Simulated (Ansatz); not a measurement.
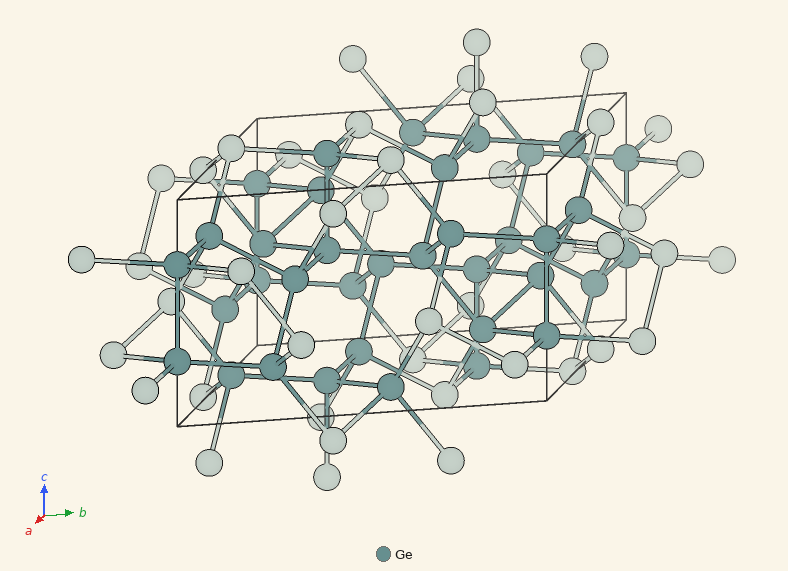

The image is a ball-and-stick drawing of a crystal, viewed slightly off an axis. Atoms at the boundary of the conventional unit cell (the box) are drawn once for each face, edge or corner they touch. Neighbours across the faces are drawn wherever a bond reaches them, in fainter colours.

Ge, space group R-3 (No. 148), a = 9.89 Å, b = 9.89 Å, c = 5.91 Å, α = 90.00°, β = 90.00°, γ = 120.00°.

Electronic-structure method: Ansatz, DFT r2SCAN, scalar-relativistic, plane waves, PAW. Parameters: 500 eV cutoff, k-points about 0.22 Å⁻¹ apart, Gaussian smearing of 0.15 eV, no spin polarisation.

### What is the electronic character?

A metal: bands cross the Fermi level.

### What pressure does the calculation give for this cell?

The computed pressure is 0.0 GPa, close to zero.

Its origin is a structure listed in the Materials Project. Earlier steps of the study, as a rule a relaxation of our own, may have changed the cell and positions, so they can lie some per cent off the listed ones. Ansatz was used for an electronic-structure calculation on it.
